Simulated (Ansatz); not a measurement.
```
Ti
1.0
     2.05586    2.05586    0.00000
    -2.05586    2.05586    0.00000
    -0.20559   -0.20559   12.33515
Ti
6
Cartesian
  0.0000 3.0838 5.1397
  -0.2056 0.8223 7.1955
  -0.2056 2.8782 9.2514
  -0.2056 0.8223 11.3073
  0.0000 3.0838 1.0279
  0.0000 1.0279 3.0838
```

Space group P2₁/m; a point of a scan over the structure, not its minimum; not relaxed (largest force 0.4 eV/Å); computed without spin polarisation; PAW files of the earlier set (soft_1).

Method: DFT PBE, scalar-relativistic, plane waves, PAW in Ansatz.

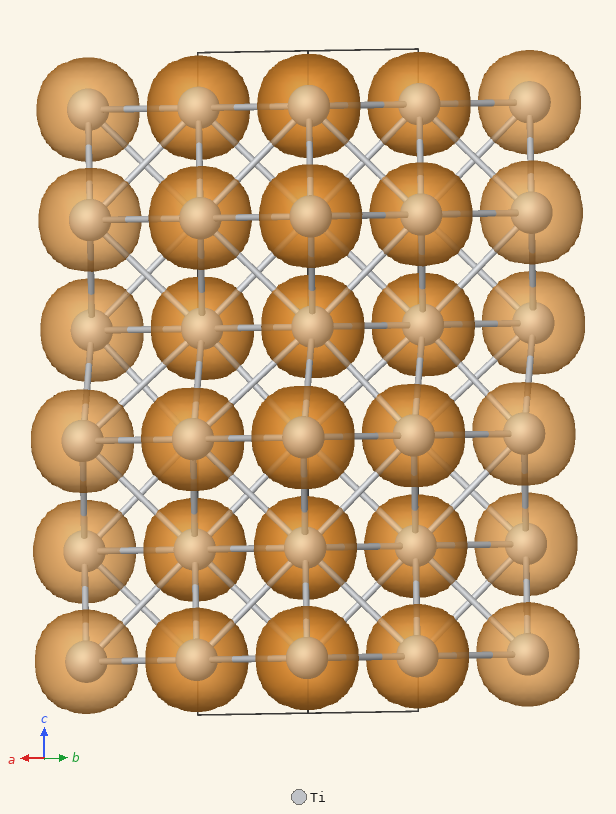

Ti. Isosurface of the valence electron density at 0.4 e/Å³ (orange), seen along [110]. Sticks mark near contacts.

What does this surface tell about the bonding?

At this value the density breaks into separate islands; it holds about 75 % of the electrons treated as valence (semicore included). It bridges none of the near contacts. It is pinched off along the sampled Ti–Ti (2.77 Å), Ti–Ti (2.91 Å) and Ti–Ti (3.06 Å) contacts. On the grid the lowest density along these lines, outside the cores, is 0.21 e/Å³ (Ti–Ti, 2.77 Å), 0.19 e/Å³ (Ti–Ti, 2.91 Å) and 0.17 e/Å³ (Ti–Ti, 3.06 Å).
